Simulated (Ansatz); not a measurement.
## Single-point calculation of Ti3O5 (part 2 of 2)

Ti3O5 (Cc, 16 atoms in the cell); DFT r2SCAN, scalar-relativistic, plane waves, PAW, spin-polarised (Ansatz 0.2.0); cutoff 500 eV, 4×4×4 k-mesh, Gaussian smearing of 0.1 eV, collinear spins. The structure derives from a Materials Project entry.

Geometry of the input (Å; fractional positions):
```
5.0462  0.0000  0.0000
2.5229  5.0947  0.0000
0.0001  2.7347  6.6615
Ti 0.8795  0.2591  0.7790
Ti 0.8615  0.2590  0.2790
Ti 0.1423  0.7433  0.7178
Ti 0.1143  0.7433  0.2178
Ti 0.4990  0.9972  0.5041
Ti 0.5037  0.9973  0.0041
O  0.4712  0.3787  0.8450
O  0.6890  0.0012  0.2509
O  0.2377  0.8395  0.4406
O  0.9229  0.8395  0.9406
O  0.5292  0.6224  0.1548
O  0.7628  0.1586  0.5578
O  0.3097  0.0012  0.7509
O  0.8485  0.6224  0.6548
O  0.0785  0.1587  0.0577
O  0.1501  0.3786  0.3450
```

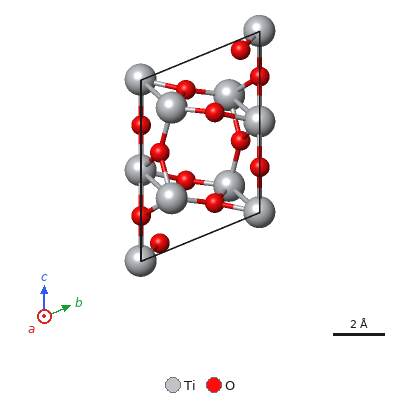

*The structure as given in the input (ball-and-stick view of the cell of the calculation, along the a axis). An atom can appear more than once, as a periodic image.*

**Output, continued**
```
SCF iter   1: F=-20736.095610 eV  HF=-20735.961436 eV  |F-HF|=1.34e-1  |Δ(HF+E_count)|=         —  Δρ=3.89e-2 (↑3.89e-2 ↓3.89e-2)  dr2=5.39e0  dr2_τ=3.32e-1  dr2_m=1.20e0  M=-0.002 μB ∫|m|=3.463 μB  β_m=0.30  ethr=3.10e-3  ⟨swp⟩=5.2  Hψ=23564  notcnv=0
preconditioner: auto → Kerker (q_TF=auto, 2.612 Å⁻¹)  [metal: Δε(μ)=0.010 eV  Ē_g=10.695 eV  σ=0.100 eV  W_gap=0.06  n_scr=48 (ndim 8)  ℏωp=26.0 eV  f_vac=0.000  D(μ)=8.76/eV (n_scr^D=78)]
spin=Collinear: Kerker preconditioning applied to the charge; magnetization (m = ρ↑ − ρ↓) channel mixes plain (no charge-response kernel on spin).
SCF iter   2: F=-20736.841579 eV  HF=-20736.926751 eV  |F-HF|=8.52e-2  |Δ(HF+E_count)|=   9.65e-1  Δρ=2.93e-2 (↑2.93e-2 ↓2.93e-2)  dr2=3.31e0  dr2_τ=4.64e-2  dr2_m=6.41e-1  M=-0.000 μB ∫|m|=3.403 μB  β_m=0.30  ethr=3.10e-3  ⟨swp⟩=2.0  Hψ=7982  notcnv=0  defer=596  κ⁻¹=1.0e0(r=1)
SCF iter   3: F=-20737.341362 eV  HF=-20737.448304 eV  |F-HF|=1.07e-1  |Δ(HF+E_count)|=   5.22e-1  Δρ=1.91e-2 (↑1.91e-2 ↓1.91e-2)  dr2=1.09e0  dr2_τ=2.51e-2  dr2_m=3.68e-1  M=-0.002 μB ∫|m|=3.302 μB  β_m=0.30  ethr=2.51e-3  ⟨swp⟩=3.0  Hψ=9554  notcnv=0  defer=596  κ⁻¹=1.8e-1(r=2)
SCF iter   4: F=-20737.565343 eV  HF=-20737.573461 eV  |F-HF|=8.12e-3  |Δ(HF+E_count)|=   1.25e-1  Δρ=1.36e-2 (↑1.36e-2 ↓1.36e-2)  dr2=4.29e-1  dr2_τ=9.53e-3  dr2_m=2.18e-1  M=-0.001 μB ∫|m|=3.188 μB  β_m=0.30  ethr=8.25e-4  ⟨swp⟩=2.0  Hψ=6519  notcnv=0  defer=596  κ⁻¹=4.2e-2(r=3)
SCF iter   5: F=-20737.671965 eV  HF=-20737.607757 eV  |F-HF|=6.42e-2  |Δ(HF+E_count)|=   3.43e-2  Δρ=9.99e-3 (↑9.98e-3 ↓9.99e-3)  dr2=1.09e-1  dr2_τ=5.62e-3  dr2_m=1.34e-1  M=-0.001 μB ∫|m|=3.090 μB  β_m=0.30  ethr=3.25e-4  ⟨swp⟩=2.0  Hψ=8728  notcnv=0  defer=596  κ⁻¹=2.4e-3(r=4)
SCF iter   6: F=-20737.696832 eV  HF=-20737.652342 eV  |F-HF|=4.45e-2  |Δ(HF+E_count)|=   4.46e-2  Δρ=7.49e-3 (↑7.49e-3 ↓7.48e-3)  dr2=5.16e-2  dr2_τ=2.48e-3  dr2_m=7.59e-2  M=-0.001 μB ∫|m|=3.049 μB  β_m=0.30  ethr=8.27e-5  ⟨swp⟩=3.0  Hψ=12100  notcnv=0  defer=622  κ⁻¹=1.5e-3(r=5)
SCF iter   7: F=-20737.714519 eV  HF=-20737.686043 eV  |F-HF|=2.85e-2  |Δ(HF+E_count)|=   3.37e-2  Δρ=5.48e-3 (↑5.48e-3 ↓5.48e-3)  dr2=1.01e-2  dr2_τ=1.24e-3  dr2_m=4.37e-2  M=-0.001 μB ∫|m|=3.013 μB  β_m=0.30  ethr=3.91e-5  ⟨swp⟩=2.1  Hψ=9023  notcnv=0  defer=622  κ⁻¹=6.0e-4(r=6)
SCF iter   8: F=-20737.721323 eV  HF=-20737.702909 eV  |F-HF|=1.84e-2  |Δ(HF+E_count)|=   1.69e-2  Δρ=4.16e-3 (↑4.16e-3 ↓4.16e-3)  dr2=3.17e-3  dr2_τ=6.07e-4  dr2_m=2.64e-2  M=-0.001 μB ∫|m|=2.987 μB  β_m=0.30  ethr=7.66e-6  ⟨swp⟩=2.0  Hψ=10157  notcnv=0  defer=622
Mixer restart at iter 8: flushing history
spin-set hold released at iteration 8 (site moments contracting): the magnetisation degrees of freedom join the quasi-Newton model from the next iteration; the mixer history was flushed
SCF iter   9: F=-20737.725577 eV  HF=-20737.713382 eV  |F-HF|=1.22e-2  |Δ(HF+E_count)|=   1.05e-2  Δρ=3.23e-3 (↑3.23e-3 ↓3.23e-3)  dr2=2.02e-3  dr2_τ=3.37e-4  dr2_m=1.58e-2  M=-0.001 μB ∫|m|=2.968 μB  β_m=0.30  ethr=2.40e-6  ⟨swp⟩=2.0  Hψ=10465  notcnv=0  defer=622  κ⁻¹=1.0e0(r=1)
SCF iter  10: F=-20737.732367 eV  HF=-20737.731214 eV  |F-HF|=1.15e-3  |Δ(HF+E_count)|=   1.78e-2  Δρ=1.22e-3 (↑1.22e-3 ↓1.21e-3)  dr2=2.18e-3  dr2_τ=5.21e-5  dr2_m=1.58e-3  M=-0.001 μB ∫|m|=2.925 μB  β_m=0.30  ethr=1.53e-6  ⟨swp⟩=2.0  Hψ=10816  notcnv=0  defer=622  κ⁻¹=3.9e-2(r=2)
SCF iter  11: F=-20737.733544 eV  HF=-20737.732778 eV  |F-HF|=7.66e-4  |Δ(HF+E_count)|=   1.56e-3  Δρ=1.04e-3 (↑1.04e-3 ↓1.03e-3)  dr2=1.63e-3  dr2_τ=2.66e-5  dr2_m=1.05e-3  M=-0.001 μB ∫|m|=2.921 μB  β_m=0.38  ethr=1.53e-6  ⟨swp⟩=2.0  Hψ=10218  notcnv=0  defer=622  κ⁻¹=3.2e-3(r=3)
SCF iter  12: F=-20737.735665 eV  HF=-20737.735512 eV  |F-HF|=1.53e-4  |Δ(HF+E_count)|=   2.73e-3  Δρ=3.82e-4 (↑3.82e-4 ↓3.81e-4)  dr2=2.96e-4  dr2_τ=4.35e-6  dr2_m=1.30e-4  M=-0.001 μB ∫|m|=2.935 μB  β_m=0.89  ethr=1.24e-6  ⟨swp⟩=2.0  Hψ=10573  notcnv=0  defer=622  κ⁻¹=6.7e-4(r=4)
SCF iter  13: F=-20737.735909 eV  HF=-20737.735995 eV  |F-HF|=8.60e-5  |Δ(HF+E_count)|=   4.83e-4  Δρ=2.52e-4 (↑2.52e-4 ↓2.51e-4)  dr2=3.03e-4  dr2_τ=3.41e-6  dr2_m=3.47e-5  M=-0.001 μB ∫|m|=2.949 μB  β_m=1.20  ethr=2.24e-7  ⟨swp⟩=2.0  Hψ=10718  notcnv=0  defer=624  κ⁻¹=6.6e-4(r=5)
SCF iter  14: F=-20737.736074 eV  HF=-20737.736080 eV  |F-HF|=5.43e-6  |Δ(HF+E_count)|=   8.48e-5  Δρ=1.64e-4 (↑1.63e-4 ↓1.64e-4)  dr2=1.34e-4  dr2_τ=1.29e-6  dr2_m=5.85e-6  M=-0.001 μB ∫|m|=2.959 μB  β_m=1.20  ethr=2.24e-7  ⟨swp⟩=2.0  Hψ=10568  notcnv=0  defer=624  κ⁻¹=4.0e-4(r=6)
SCF iter  15: F=-20737.736132 eV  HF=-20737.736116 eV  |F-HF|=1.59e-5  |Δ(HF+E_count)|=   3.69e-5  Δρ=1.03e-4 (↑1.03e-4 ↓1.03e-4)  dr2=4.66e-5  dr2_τ=3.55e-7  dr2_m=3.34e-7  M=-0.001 μB ∫|m|=2.962 μB  β_m=1.20  ethr=1.02e-7  ⟨swp⟩=2.0  Hψ=10040  notcnv=0  defer=624  κ⁻¹=2.7e-4(r=7)
SCF iter  16: F=-20737.736110 eV  HF=-20737.736107 eV  |F-HF|=3.01e-6  |Δ(HF+E_count)|=   9.58e-6  Δρ=4.08e-5 (↑3.95e-5 ↓4.08e-5)  dr2=9.12e-6  dr2_τ=1.14e-7  dr2_m=2.76e-7  M=-0.001 μB ∫|m|=2.967 μB  β_m=1.20  ethr=3.53e-8  ⟨swp⟩=2.0  Hψ=10822  notcnv=0  defer=624  κ⁻¹=7.7e-5(r=8)
SCF iter  17: F=-20737.736112 eV  HF=-20737.736110 eV  |F-HF|=2.71e-6  |Δ(HF+E_count)|=   2.96e-6  Δρ=2.61e-5 (↑2.60e-5 ↓2.61e-5)  dr2=2.91e-6  dr2_τ=6.07e-8  dr2_m=8.44e-8  M=-0.001 μB ∫|m|=2.967 μB  β_m=1.20  ethr=6.91e-9  ⟨swp⟩=2.0  Hψ=10037  notcnv=0  defer=624  κ⁻¹=6.1e-5(r=8)
SCF iter  18: F=-20737.736113 eV  HF=-20737.736112 eV  |F-HF|=9.76e-7  |Δ(HF+E_count)|=   2.71e-6  Δρ=1.58e-5 (↑1.54e-5 ↓1.58e-5)  dr2=1.24e-6  dr2_τ=2.15e-8  dr2_m=1.30e-8  M=-0.001 μB ∫|m|=2.966 μB  β_m=1.20  ethr=2.20e-9  ⟨swp⟩=2.0  Hψ=10187  notcnv=0  defer=624  κ⁻¹=1.5e-4(r=8)
SCF iter  19: F=-20737.736114 eV  HF=-20737.736114 eV  |F-HF|=1.85e-7  |Δ(HF+E_count)|=   1.15e-6  Δρ=7.83e-6 (↑7.83e-6 ↓7.30e-6)  dr2=3.06e-7  dr2_τ=3.78e-9  dr2_m=1.20e-8  M=-0.001 μB ∫|m|=2.965 μB  β_m=1.20  ethr=9.36e-10  ⟨swp⟩=2.0  Hψ=10022  notcnv=0  defer=618  κ⁻¹=3.5e-5(r=8)
SCF iter  20: F=-20737.736114 eV  HF=-20737.736114 eV  |F-HF|=5.96e-8  |Δ(HF+E_count)|=   2.06e-7  Δρ=4.37e-6 (↑4.16e-6 ↓4.37e-6)  dr2=8.79e-8  dr2_τ=1.48e-9  dr2_m=1.94e-9  M=-0.001 μB ∫|m|=2.965 μB  ethr=7.58e-11  ⟨swp⟩=8.9  Hψ=27791  notcnv=0
SCF 1 converged in 20 iterations: F = -20737.736114 eV  dr2 = 8.79e-8
  greatest PAW one-centre occupation: 1.001 electrons in one spin orbital (limit 2), on the Ti atom at site 0 (counted from 0), in its partial waves of l = 1
this state was not tested for a lower state beside it, because the mixer in use, unlike msr1, does not test its closes by its own steps (another_mixer; see scf.mixing.algorithm and scf.lower_state_search)
SCF converged after 20 iterations
Magnetization: -0.0009 μB (65.9995 up, 66.0005 down)
Absolute magnetization: 2.9598 μB (∫|ρ↑−ρ↓|, with the PAW one-centre terms)
Spin contamination: 1.2735 ħ² per cell (⟨S²⟩ above its minimum at these occupations)
Per-site moments (μB) at R_I (Å): [(0.3347999851969014, 0.7768586507086825), (-0.3339902579276517, 0.7768985140718513), (0.305363865902368, 0.7765849745801061), (-0.3066103249625452, 0.7767533496423916), (0.3070347942051747, 0.8166710122994032), (-0.30731868819259944, 0.8166497009026689), (-0.019449798299962292, 0.7765849745801061), (0.0034921360330069464, 0.8329864867017622), (0.0006513791653588784, 0.825490572002799), (-0.0006198355884499967, 0.8255641534991257), (0.017085596094431534, 0.7768985140718513), (-0.0049283216099181, 0.8326338043474437), (-0.0034671064772342367, 0.8329188820097998), (-0.01709580825601903, 0.7768586507086825), (0.004938087025318358, 0.8325848934426853), (0.019489252707553483, 0.7767533496423916)]
Free energy (F): -20737.736114 eV
Harris-Foulkes:  -20737.736114 eV  (|F-HF|=5.96e-8)
Internal energy: -20737.713992 eV  (E = F + TS)
E sigma→0 (E₀):  -20737.725053 eV
Entropy (-TS):   -0.022122 eV (-1.383 meV/atom)
Fermi energy:    12.320570 eV
--- Per-component energies (eV) ---
  E_band       = -1200.719951
  E_kinetic    = 3406.605909
  E_local      = -8725.512094  (includes V_loc(G=0)·N_el)
  E_nonlocal   = 502.432872
  E_hartree    = 3397.606142
  E_xc         = -1300.524591
  E_vxc        = -1865.657759  (∫ρ·V_xc dr)
  E_paw        = -7933.067157  (= ΣΔE_a)
  E_vpaw       = -1436.582652  (= ΣTr[D̂ρ^β])
  E_aug_tail   = 0.010487  (compensation charges beyond the density's cutoff)
  E_vtau       = 122.773770  (kinetic-family band-sum trace: ∫τ·v_τ [+ j·A + Jᵃ·Aᵃ] dr)
  E_ewald      = -10083.425409
  E_core_change = -1.840152  (= ΣΔE_core)
  E_smearing   = -0.022122  (= −TS)
  E_closure    = 0.000000  (closes the sum)
  Σ components = -20737.736114   (vs F -20737.736114, Δ=0.00e0)
--- Forces (eV/Å), atoms counted from 1 ---
  atom   1  Ti     0.01739636     0.07682363    -0.01218197
  atom   2  Ti    -0.01923765     0.07762472    -0.01073084
  atom   3  Ti     0.02950579    -0.06499654    -0.00361730
  atom   4  Ti    -0.02970980    -0.06588320    -0.00152107
  atom   5  Ti    -0.00452480    -0.00879453     0.01429039
  atom   6  Ti     0.00611541    -0.00905969     0.01894056
  atom   7  O     -0.01236359     0.03011691    -0.04533970
  atom   8  O      0.05646749    -0.01133734     0.00169633
  atom   9  O     -0.00671685     0.04343104     0.01655011
  atom  10  O      0.00598064     0.04371859     0.02035726
  atom  11  O      0.01572145    -0.01671503     0.02791114
  atom  12  O      0.00334276    -0.04933746    -0.00713154
  atom  13  O     -0.05530405    -0.01190386     0.00029920
  atom  14  O     -0.01615219    -0.01518793     0.02771275
  atom  15  O     -0.00421759    -0.04882569    -0.00202646
  atom  16  O      0.01372842     0.03057800    -0.04531544
  max |Σ_I F_I| component: 2.52e-4 eV/Å
--- Stress (GPa, compression-positive) ---
       -1.191781       0.001675      -0.001437
        0.001675      -1.230415       0.195106
       -0.001437       0.195128      -1.082752
  P = ⅓ Tr σ = -1.1683 GPa (-11.683 kbar)
--- Band table (eV; the first three rows and the last of 72) ---
  k-point 0 ↑: bands = ["-49.0138", "-48.9680", "-48.8778", "-48.5096", "-48.4314", "-48.3062", "-24.4466", "-24.3827", "-24.2999", "-24.2335", "-24.2254", "-24.1886", "-24.1392", "-24.1178", "-24.0673", "-24.0177", "-23.9853", "-23.8586", "-23.6945", "-23.5756", "-23.4850", "-23.4467", "-23.3879", "-23.3231", "-9.9222", "-8.8743", "-8.8558", "-8.7257", "-8.6295", "-8.5875", "-8.4900", "-8.3937", "-8.2513", "-8.2266", "3.9722", "4.2593", "4.6308", "4.7444", "4.8690", "4.9334", "5.0255", "5.1609", "5.1991", "5.2434", "5.3968", "5.5695", "5.7854", "5.8856", "5.9266", "5.9687", "6.4359", "6.6511", "6.7485", "6.8468", "6.9782", "7.0830", "7.1796", "7.2404", "7.3158", "8.0051", "8.1832", "8.2669", "8.2941", "8.3249", "11.8748", "12.2430", "12.4142", "12.5656", "12.6735", "12.8265", "12.9568", "13.1229", "13.1935", "13.2952", "13.3775", "13.4124", "13.5383", "13.6704", "13.8572", "14.0644", "14.3730", "14.5975", "14.9267", "15.1747", "15.2287"]
  k-point 1 ↑: bands = ["-49.0138", "-48.9680", "-48.8778", "-48.5096", "-48.4314", "-48.3062", "-24.4464", "-24.3826", "-24.3007", "-24.2341", "-24.2193", "-24.1860", "-24.1409", "-24.1187", "-24.0650", "-24.0197", "-23.9842", "-23.8609", "-23.6953", "-23.5775", "-23.4855", "-23.4472", "-23.3877", "-23.3248", "-9.8149", "-9.1481", "-8.8318", "-8.6906", "-8.5652", "-8.5200", "-8.4701", "-8.4006", "-8.2812", "-8.2387", "4.0223", "4.3059", "4.5839", "4.7480", "4.7708", "4.9436", "4.9843", "5.0176", "5.1285", "5.4320", "5.4644", "5.5656", "5.8074", "5.8662", "5.9861", "6.0871", "6.4448", "6.5517", "6.6417", "6.8469", "6.9090", "7.1989", "7.3734", "7.4040", "7.5105", "7.8471", "7.9367", "8.1652", "8.2133", "8.2618", "11.8882", "12.2229", "12.3830", "12.6324", "12.7244", "12.7955", "12.9363", "13.0578", "13.1816", "13.2226", "13.3791", "13.5165", "13.6334", "13.6512", "13.8669", "14.0371", "14.3511", "14.5024", "15.0150", "15.1179", "15.2406"]
  k-point 2 ↑: bands = ["-49.0137", "-48.9680", "-48.8778", "-48.5096", "-48.4314", "-48.3062", "-24.4462", "-24.3824", "-24.3014", "-24.2339", "-24.2138", "-24.1833", "-24.1430", "-24.1193", "-24.0629", "-24.0217", "-23.9831", "-23.8633", "-23.6962", "-23.5795", "-23.4859", "-23.4476", "-23.3875", "-23.3265", "-9.5292", "-9.5236", "-8.7468", "-8.7416", "-8.5295", "-8.5221", "-8.4066", "-8.4027", "-8.2860", "-8.2776", "4.2502", "4.2809", "4.5112", "4.5167", "4.8487", "4.8669", "4.8791", "4.9157", "5.2411", "5.2786", "5.6614", "5.6697", "5.8336", "5.8580", "6.1773", "6.2117", "6.4655", "6.4703", "6.7484", "6.7664", "6.9417", "6.9508", "7.5360", "7.5552", "7.6973", "7.7275", "7.8252", "7.8287", "8.1996", "8.2117", "11.8836", "12.1935", "12.3877", "12.6642", "12.7154", "12.7999", "12.9179", "13.0503", "13.1535", "13.2315", "13.4138", "13.5446", "13.6220", "13.7316", "13.9244", "14.0099", "14.2274", "14.4225", "15.0600", "15.1775", "15.2291"]
  k-point 35 ↓: bands = ["-49.0048", "-48.9745", "-48.8801", "-48.5067", "-48.4374", "-48.3049", "-24.4322", "-24.3939", "-24.3095", "-24.2461", "-24.1941", "-24.1712", "-24.1437", "-24.1240", "-24.0702", "-23.9992", "-23.9835", "-23.8999", "-23.6870", "-23.5955", "-23.4818", "-23.4536", "-23.3824", "-23.3216", "-9.1290", "-9.1003", "-8.8643", "-8.8380", "-8.7330", "-8.6312", "-8.5435", "-8.4664", "-8.3547", "-8.3436", "4.2725", "4.3000", "4.3857", "4.4505", "4.8539", "4.9739", "5.0110", "5.1455", "5.3565", "5.4472", "5.5030", "5.7629", "5.9191", "5.9935", "6.0324", "6.1876", "6.3437", "6.5436", "6.7271", "6.8414", "6.9905", "7.0230", "7.0750", "7.3605", "7.4747", "7.6924", "7.7445", "7.9001", "8.0796", "8.1496", "11.5133", "12.1654", "12.4585", "12.7087", "12.8401", "12.9065", "12.9660", "13.1269", "13.1470", "13.3288", "13.4769", "13.5442", "13.6501", "13.7392", "13.7579", "14.0589", "14.3652", "14.5518", "14.9782", "15.1650", "15.3464"]
--- Löwdin populations: 16 sites ---
  site symbol       q [e]    m [muB]
     0     Ti     10.6996     0.5026
     1     Ti     10.6995    -0.5014
     2     Ti     10.6995     0.4677
     3     Ti     10.6997    -0.4695
     4     Ti     10.6984     0.4408
     5     Ti     10.6984    -0.4413
     6      O      6.7116    -0.0251
     7      O      6.7505     0.0067
     8      O      6.7485    -0.0023
     9      O      6.7486     0.0024
    10      O      6.7126     0.0229
    11      O      6.7521    -0.0067
    12      O      6.7504    -0.0067
    13      O      6.7126    -0.0229
    14      O      6.7520     0.0067
    15      O      6.7117     0.0252
  spilling = 0.003442 (of n_electrons = 132.000000)
```

**File populations.tsv**
```
# site	symbol	l	j	q_up	q_dn
# orbitals = lowdin
# n_electrons = 132.000000
# spilling = 0.003442
0	Ti	0_3S	-	0.964648	0.964910
0	Ti	0_4S	-	0.212789	0.209752
0	Ti	1_3P	-	2.993719	2.993699
0	Ti	2_3D	-	1.429947	0.930158
1	Ti	0_3S	-	0.964908	0.964647
1	Ti	0_4S	-	0.209773	0.212804
1	Ti	1_3P	-	2.993699	2.993720
1	Ti	2_3D	-	0.930656	1.429248
2	Ti	0_3S	-	0.964237	0.964334
2	Ti	0_4S	-	0.213208	0.210380
2	Ti	1_3P	-	2.993791	2.993715
2	Ti	2_3D	-	1.412383	0.947491
3	Ti	0_3S	-	0.964347	0.964250
3	Ti	0_4S	-	0.210365	0.213207
3	Ti	1_3P	-	2.993721	2.993796
3	Ti	2_3D	-	0.946678	1.413347
4	Ti	0_3S	-	0.964527	0.964703
4	Ti	0_4S	-	0.218928	0.216088
4	Ti	1_3P	-	2.994769	2.994770
4	Ti	2_3D	-	1.391373	0.953219
5	Ti	0_3S	-	0.964699	0.964524
5	Ti	0_4S	-	0.216090	0.218935
5	Ti	1_3P	-	2.994769	2.994768
5	Ti	2_3D	-	0.953026	1.391635
6	O	0_2S	-	0.876320	0.876754
6	O	1_2P	-	2.466943	2.491609
7	O	0_2S	-	0.875573	0.875667
7	O	1_2P	-	2.503059	2.496229
8	O	0_2S	-	0.877235	0.877988
8	O	1_2P	-	2.495841	2.497432
9	O	0_2S	-	0.877985	0.877233
9	O	1_2P	-	2.497489	2.495856
10	O	0_2S	-	0.876345	0.875585
10	O	1_2P	-	2.491433	2.469263
11	O	0_2S	-	0.877246	0.877947
11	O	1_2P	-	2.495443	2.501418
12	O	0_2S	-	0.875629	0.875538
12	O	1_2P	-	2.496218	2.503022
13	O	0_2S	-	0.875570	0.876335
13	O	1_2P	-	2.469266	2.491432
14	O	0_2S	-	0.877923	0.877226
14	O	1_2P	-	2.501390	2.495416
15	O	0_2S	-	0.876772	0.876337
15	O	1_2P	-	2.491646	2.466926
```

**Summary**

- outcome: converged
- space group (tolerance 0.01 Å): Cc (9)
- electrons treated: 132
- free energy: −20737.7361 eV
- Fermi energy: 12.321 eV
- gap on the k-point mesh: none (metallic)
- net moment of the cell: 0.00 μB
- integrated absolute moment: 2.96 μB
- pressure: −1.17 GPa
- largest force (length of the vector): 0.081 eV/Å
- hardware: 4 threads of Oxide Virtual Turin-like (Zen 5), 32 GiB of memory available, shared host
- wall time: 87 s (CPU time 5.2 min)
- peak memory: 1.7 GiB

**Notes**

The electronic state found may not be the lowest one. Warnings of the run: the state was not tested for a lower one.
